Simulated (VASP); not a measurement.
**Single-point calculation, with input and output: Co (part 3 of 5)**

The same run, continued: Co (P6₃/mmc, 36 atoms in the cell); Kohn-Sham DFT of a periodic cell, LDA, VASP PAW LDA potentials, recommended, spin-polarised (VASP 6.6.1); cutoff 400 eV, 3×3×3 k-mesh, methfessel-paxton of 0.1 eV, collinear spins. The structure derives from a Materials Project entry. It belongs to a series of runs on one base structure; here: grid = ENCUT=400 dk=0.35 cell=3x3x2 ISMEAR=1 SIGMA=0.1 LREAL=False EDIFF=1e-06. The settings are looser than a standard set-up, so the numbers are not reference values.

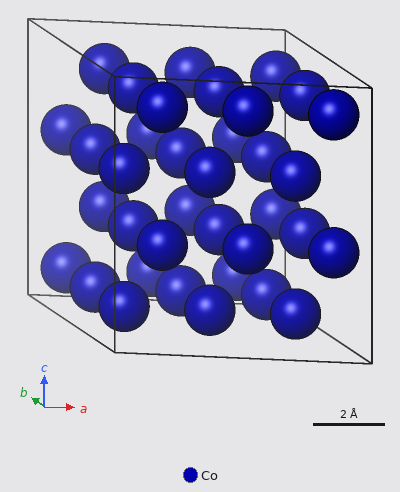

The input geometry (spheres-only view of the cell of the calculation, seen slightly off an axis). An atom can appear more than once, as a periodic image.

## Parts of OUTCAR, continued
```
    103       8.0631      1.00000
    104       8.0631      1.00000
    105       8.0685      1.00000
    106       8.0999      1.00000
    107       8.1141      1.00000
    108       8.1141      1.00000
    109       8.1197      1.00000
    110       8.1228      1.00000
    111       8.1399      1.00000
    112       8.1708      1.00000
    113       8.1708      1.00000
    114       8.1813      1.00000
    115       8.2256      1.00000
    116       8.2256      1.00000
    117       8.2284      1.00000
    118       8.2461      1.00000
    119       8.2461      1.00000
    120       8.3015      1.00000
    121       8.3015      1.00000
    122       8.4116      1.00000
    123       8.4119      1.00000
    124       8.4119      1.00000
    125       8.4659      1.00000
    126       8.5666      1.00000
    127       8.5837      1.00000
    128       8.5837      1.00000
    129       8.6016      1.00000
    130       8.6466      1.00000
    131       8.7046      1.00000
    132       8.7046      1.00000
    133       8.7314      1.00000
    134       8.7357      1.00000
    135       8.7759      1.00000
    136       8.7759      1.00000
    137       8.8045      1.00000
    138       8.9186      1.00000
    139       8.9186      1.00000
    140       8.9254      1.00000
    141       8.9607      1.00000
    142       9.0020      1.00000
    143       9.0020      1.00000
    144       9.0054      1.00000
    145       9.1537      1.00000
    146       9.1666      1.00000
    147       9.1937      1.00000
    148       9.1937      1.00000
    149       9.2601      1.00000
    150       9.2601      1.00000
    151       9.2621      1.00000
    152       9.2621      1.00000
    153       9.3050      1.00000
    154       9.3050      1.00000
    155       9.3142      1.00000
    156       9.3142      1.00000
    157       9.4200      1.00000
    158       9.4200      1.00000
    159       9.4392      1.00000
    160       9.4392      1.00000
    161       9.4559      1.00000
    162       9.4559      1.00000
    163       9.4956      1.00000
    164       9.4956      1.00000
    165       9.5095      1.00000
    166       9.5304      1.00000
    167       9.5688      1.00000
    168       9.5688      1.00000
    169       9.5967      1.00000
    170       9.6316      1.00000
    171       9.6965      1.00000
    172       9.7159      1.00000
    173       9.7159      1.00000
    174       9.7395      1.00000

 k-point     6 :       0.3333    0.3333    0.3333
  band No.  band energies     occupation
      1       2.6970      1.00000
      2       2.6970      1.00000
      3       2.6970      1.00000
      4       3.4135      1.00000
      5       3.4135      1.00000
      6       3.4135      1.00000
      7       5.2750      1.00000
      8       5.2750      1.00000
      9       5.2750      1.00000
     10       5.3517      1.00000
     11       5.3517      1.00000
     12       5.3517      1.00000
     13       5.3747      1.00000
     14       5.3747      1.00000
     15       5.3747      1.00000
     16       5.4280      1.00000
     17       5.4280      1.00000
     18       5.4280      1.00000
     19       5.5055      1.00000
     20       5.5055      1.00000
     21       5.5055      1.00000
     22       5.7175      1.00000
     23       5.7175      1.00000
     24       5.7175      1.00000
     25       5.7233      1.00000
     26       5.7233      1.00000
     27       5.7233      1.00000
     28       5.7504      1.00000
     29       5.7504      1.00000
     30       5.7504      1.00000
     31       5.8965      1.00000
     32       5.8965      1.00000
     33       5.8965      1.00000
     34       6.0401      1.00000
     35       6.0401      1.00000
     36       6.0401      1.00000
     37       6.3309      1.00000
     38       6.3309      1.00000
     39       6.3309      1.00000
     40       6.4392      1.00000
     41       6.4392      1.00000
     42       6.4392      1.00000
     43       6.4799      1.00000
     44       6.4799      1.00000
     45       6.4799      1.00000
     46       6.5546      1.00000
     47       6.5546      1.00000
     48       6.5546      1.00000
     49       6.6670      1.00000
     50       6.6670      1.00000
     51       6.6670      1.00000
     52       6.7282      1.00000
     53       6.7282      1.00000
     54       6.7282      1.00000
     55       6.7729      1.00000
     56       6.7729      1.00000
     57       6.7729      1.00000
     58       6.8261      1.00000
     59       6.8261      1.00000
     60       6.8261      1.00000
     61       6.8863      1.00000
     62       6.8863      1.00000
     63       6.8863      1.00000
     64       7.0196      1.00000
     65       7.0196      1.00000
     66       7.0196      1.00000
     67       7.1224      1.00000
     68       7.1224      1.00000
     69       7.1224      1.00000
     70       7.2306      1.00000
     71       7.2306      1.00000
     72       7.2306      1.00000
     73       7.3970      1.00000
     74       7.3970      1.00000
     75       7.3970      1.00000
     76       7.5019      1.00000
     77       7.5019      1.00000
     78       7.5019      1.00000
     79       7.5405      1.00000
     80       7.5405      1.00000
     81       7.5405      1.00000
     82       7.5420      1.00000
     83       7.5420      1.00000
     84       7.5420      1.00000
     85       7.5814      1.00000
     86       7.5814      1.00000
     87       7.5814      1.00000
     88       7.6340      1.00000
     89       7.6340      1.00000
     90       7.6340      1.00000
     91       7.7474      1.00000
     92       7.7474      1.00000
     93       7.7474      1.00000
     94       7.8313      1.00000
     95       7.8313      1.00000
     96       7.8313      1.00000
     97       7.8324      1.00000
     98       7.8324      1.00000
     99       7.8324      1.00000
    100       7.9132      1.00000
    101       7.9132      1.00000
    102       7.9132      1.00000
    103       8.0205      1.00000
    104       8.0205      1.00000
    105       8.0205      1.00000
    106       8.0746      1.00000
    107       8.0746      1.00000
    108       8.0746      1.00000
    109       8.1061      1.00000
    110       8.1061      1.00000
    111       8.1061      1.00000
    112       8.1652      1.00000
    113       8.1652      1.00000
    114       8.1652      1.00000
    115       8.2710      1.00000
    116       8.2710      1.00000
    117       8.2710      1.00000
    118       8.3358      1.00000
    119       8.3358      1.00000
    120       8.3358      1.00000
    121       8.4002      1.00000
    122       8.4002      1.00000
    123       8.4002      1.00000
    124       8.4369      1.00000
    125       8.4369      1.00000
    126       8.4369      1.00000
    127       8.6231      1.00000
    128       8.6231      1.00000
    129       8.6231      1.00000
    130       8.6982      1.00000
    131       8.6982      1.00000
    132       8.6982      1.00000
    133       8.7143      1.00000
    134       8.7143      1.00000
    135       8.7143      1.00000
    136       8.7964      1.00000
    137       8.7964      1.00000
    138       8.7964      1.00000
    139       8.8653      1.00000
    140       8.8653      1.00000
    141       8.8653      1.00000
    142       8.9192      1.00000
    143       8.9192      1.00000
    144       8.9192      1.00000
    145       8.9864      1.00000
    146       8.9864      1.00000
    147       8.9864      1.00000
    148       9.0757      1.00000
    149       9.0757      1.00000
    150       9.0757      1.00000
    151       9.1719      1.00000
    152       9.1719      1.00000
    153       9.1719      1.00000
    154       9.4020      1.00000
    155       9.4020      1.00000
    156       9.4020      1.00000
    157       9.4729      1.00000
    158       9.4729      1.00000
    159       9.4729      1.00000
    160       9.5358      1.00000
    161       9.5358      1.00000
    162       9.5358      1.00000
    163       9.5484      1.00000
    164       9.5484      1.00000
    165       9.5484      1.00000
    166       9.6664      1.00000
    167       9.6664      1.00000
    168       9.6664      1.00000
    169       9.7011      1.00000
    170       9.7011      1.00000
    171       9.7011      1.00000
    172       9.7241      1.00000
    173       9.7241      1.00000
    174       9.7241      1.00000
 Fermi energy:        10.1631580594

 spin component 2

 k-point     1 :       0.0000    0.0000    0.0000
  band No.  band energies     occupation
      1       1.3370      1.00000
      2       3.6540      1.00000
      3       3.6540      1.00000
      4       4.7278      1.00000
      5       4.7278      1.00000
      6       4.7278      1.00000
      7       4.7278      1.00000
      8       4.7278      1.00000
      9       4.7278      1.00000
     10       5.8743      1.00000
     11       5.8743      1.00000
     12       5.8743      1.00000
     13       5.8743      1.00000
     14       5.8743      1.00000
     15       5.8743      1.00000
     16       5.8743      1.00000
     17       5.8743      1.00000
     18       5.8743      1.00000
     19       5.8743      1.00000
     20       5.8743      1.00000
     21       5.8743      1.00000
     22       5.9107      1.00000
     23       6.9176      1.00000
     24       6.9176      1.00000
     25       6.9176      1.00000
     26       6.9176      1.00000
     27       6.9176      1.00000
     28       6.9176      1.00000
     29       7.0917      1.00000
     30       7.0917      1.00000
     31       7.2433      1.00000
     32       7.2433      1.00000
     33       7.2433      1.00000
     34       7.2433      1.00000
     35       7.2433      1.00000
     36       7.2433      1.00000
     37       7.3074      1.00000
     38       7.3074      1.00000
     39       7.3074      1.00000
     40       7.3074      1.00000
     41       7.5241      1.00000
     42       7.5241      1.00000
     43       7.5563      1.00000
     44       7.5563      1.00000
     45       7.5563      1.00000
     46       7.5563      1.00000
     47       7.5764      1.00000
     48       7.5764      1.00000
     49       7.5764      1.00000
     50       7.5764      1.00000
     51       7.8770      1.00000
     52       7.8770      1.00000
     53       7.8770      1.00000
     54       7.8770      1.00000
     55       7.8770      1.00000
     56       7.8770      1.00000
     57       7.8770      1.00000
     58       7.8770      1.00000
     59       7.8770      1.00000
     60       7.8770      1.00000
     61       7.8770      1.00000
     62       7.8770      1.00000
     63       8.1625      1.00000
     64       8.1625      1.00000
     65       8.1625      1.00000
     66       8.1625      1.00000
     67       8.1625      1.00000
     68       8.1625      1.00000
     69       8.4243      1.00000
     70       8.4243      1.00000
     71       8.4243      1.00000
     72       8.4243      1.00000
     73       8.5540      1.00000
     74       8.5540      1.00000
     75       8.7326      1.00000
     76       8.7326      1.00000
     77       8.7326      1.00000
     78       8.7326      1.00000
     79       9.0671      1.00000
     80       9.0677      1.00000
     81       9.0677      1.00000
     82       9.0677      1.00000
     83       9.0677      1.00000
     84       9.1280      1.00000
     85       9.1280      1.00000
     86       9.1515      1.00000
     87       9.1515      1.00000
     88       9.1515      1.00000
     89       9.1515      1.00000
     90       9.1515      1.00000
     91       9.1515      1.00000
     92       9.1935      1.00000
     93       9.1935      1.00000
     94       9.1935      1.00000
     95       9.1935      1.00000
     96       9.1935      1.00000
     97       9.1935      1.00000
     98       9.2869      1.00000
     99       9.2869      1.00000
    100       9.2869      1.00000
    101       9.2869      1.00000
    102       9.2869      1.00000
    103       9.2869      1.00000
    104       9.3249      1.00000
    105       9.3249      1.00000
    106       9.3249      1.00000
    107       9.3249      1.00000
    108       9.3249      1.00000
    109       9.3249      1.00000
    110       9.3249      1.00000
    111       9.3249      1.00000
    112       9.3249      1.00000
    113       9.3249      1.00000
    114       9.3249      1.00000
    115       9.3249      1.00000
    116       9.4922      1.00000
    117       9.4922      1.00000
    118       9.7813      1.00000
    119       9.7813      1.00000
    120       9.9114      1.00107
    121       9.9114      1.00107
    122       9.9114      1.00107
    123       9.9114      1.00107
    124       9.9503      1.00516
    125       9.9503      1.00516
    126       9.9992      1.02124
    127       9.9992      1.02124
    128       9.9992      1.02124
    129       9.9992      1.02124
    130       9.9992      1.02124
    131       9.9992      1.02124
    132       9.9992      1.02124
    133       9.9992      1.02124
    134       9.9992      1.02124
    135       9.9992      1.02124
    136       9.9992      1.02124
    137       9.9992      1.02124
    138      10.1923      0.26462
    139      10.7342     -0.00000
    140      10.7342     -0.00000
    141      10.7342     -0.00000
    142      10.7342     -0.00000
    143      10.7342     -0.00000
    144      10.7342     -0.00000
    145      10.7980     -0.00000
    146      10.7980     -0.00000
    147      10.7980     -0.00000
    148      10.7980     -0.00000
    149      10.7980     -0.00000
    150      10.7980     -0.00000
    151      10.8291     -0.00000
    152      10.8291     -0.00000
    153      10.8291     -0.00000
    154      10.8291     -0.00000
    155      10.8954     -0.00000
    156      10.8954     -0.00000
    157      10.8954     -0.00000
    158      10.8954     -0.00000
    159      10.8954     -0.00000
    160      10.8954     -0.00000
    161      11.0208     -0.00000
    162      11.0208     -0.00000
    163      11.0208     -0.00000
    164      11.0208     -0.00000
    165      11.0284     -0.00000
    166      11.0284     -0.00000
    167      11.0284     -0.00000
    168      11.0284     -0.00000
    169      11.0284     -0.00000
    170      11.0284     -0.00000
    171      11.0284     -0.00000
    172      11.0284     -0.00000
    173      11.0284     -0.00000
    174      11.0284     -0.00000

 k-point     2 :       0.3333   -0.0000    0.0000
  band No.  band energies     occupation
      1       1.7769      1.00000
      2       3.0164      1.00000
      3       4.0336      1.00000
      4       4.0336      1.00000
      5       4.1336      1.00000
      6       4.1336      1.00000
      7       4.9982      1.00000
      8       4.9982      1.00000
      9       5.7181      1.00000
     10       5.7181      1.00000
     11       5.7181      1.00000
     12       5.7181      1.00000
     13       5.7639      1.00000
     14       5.7639      1.00000
     15       6.0578      1.00000
     16       6.1258      1.00000
     17       6.1258      1.00000
     18       6.2035      1.00000
     19       6.2706      1.00000
     20       6.2706      1.00000
     21       6.2706      1.00000
     22       6.2706      1.00000
     23       6.6245      1.00000
     24       6.8152      1.00000
     25       6.8173      1.00000
     26       6.8173      1.00000
     27       6.8675      1.00000
     28       6.8675      1.00000
     29       6.8675      1.00000
     30       6.8675      1.00000
     31       6.8854      1.00000
     32       6.9409      1.00000
     33       6.9409      1.00000
     34       7.0484      1.00000
     35       7.0484      1.00000
     36       7.0544      1.00000
     37       7.0544      1.00000
     38       7.1455      1.00000
     39       7.1455      1.00000
     40       7.1821      1.00000
     41       7.1821      1.00000
     42       7.5130      1.00000
     43       7.5130      1.00000
     44       7.6926      1.00000
     45       7.6926      1.00000
     46       7.7246      1.00000
     47       7.7246      1.00000
     48       7.8777      1.00000
     49       7.8777      1.00000
     50       7.8777      1.00000
     51       7.8777      1.00000
     52       7.9535      1.00000
     53       7.9535      1.00000
     54       7.9727      1.00000
     55       8.0120      1.00000
     56       8.0120      1.00000
     57       8.0145      1.00000
     58       8.0145      1.00000
     59       8.0145      1.00000
     60       8.0145      1.00000
     61       8.0165      1.00000
     62       8.0165      1.00000
     63       8.0165      1.00000
     64       8.0165      1.00000
     65       8.1004      1.00000
     66       8.1004      1.00000
     67       8.2859      1.00000
     68       8.3566      1.00000
     69       8.3808      1.00000
     70       8.3808      1.00000
     71       8.5790      1.00000
     72       8.5790      1.00000
     73       8.5790      1.00000
     74       8.5790      1.00000
     75       8.6976      1.00000
     76       8.6976      1.00000
     77       8.7273      1.00000
     78       8.7441      1.00000
     79       8.7441      1.00000
     80       8.7441      1.00000
     81       8.7441      1.00000
     82       8.8803      1.00000
     83       8.8803      1.00000
     84       8.8899      1.00000
     85       8.8899      1.00000
     86       8.9847      1.00000
     87       8.9847      1.00000
     88       9.0095      1.00000
     89       9.0095      1.00000
     90       9.0140      1.00000
     91       9.0644      1.00000
     92       9.0644      1.00000
     93       9.0725      1.00000
     94       9.0742      1.00000
     95       9.0766      1.00000
     96       9.0766      1.00000
     97       9.0951      1.00000
     98       9.2171      1.00000
     99       9.2171      1.00000
    100       9.2171      1.00000
    101       9.2171      1.00000
    102       9.2324      1.00000
    103       9.2324      1.00000
    104       9.2488      1.00000
    105       9.2488      1.00000
    106       9.3197      1.00000
    107       9.3451      1.00000
    108       9.3451      1.00000
    109       9.3538      1.00000
    110       9.4369      1.00000
    111       9.4450      1.00000
    112       9.4961      1.00000
    113       9.5715      1.00000
    114       9.5715      1.00000
    115       9.5863      1.00000
    116       9.6070      1.00000
    117       9.6070      1.00000
    118       9.6804      1.00000
    119       9.6804      1.00000
    120       9.6930      1.00000
    121       9.8069      1.00000
    122       9.8577      1.00007
    123       9.8885      1.00036
    124       9.8885      1.00036
    125       9.8885      1.00036
    126       9.8885      1.00036
    127       9.9303      1.00240
    128       9.9648      1.00843
    129       9.9774      1.01232
    130       9.9774      1.01232
    131       9.9774      1.01232
    132       9.9774      1.01232
    133      10.0562      1.03095
    134      10.0562      1.03095
    135      10.0587      1.02916
    136      10.0587      1.02916
    137      10.0587      1.02916
    138      10.0587      1.02916
    139      10.0840      0.98787
    140      10.0840      0.98787
    141      10.2262      0.06678
    142      10.3177     -0.02560
    143      10.3177     -0.02560
    144      10.5609     -0.00000
    145      10.5609     -0.00000
    146      10.7894     -0.00000
    147      10.7894     -0.00000
    148      10.8004     -0.00000
    149      10.8004     -0.00000
```
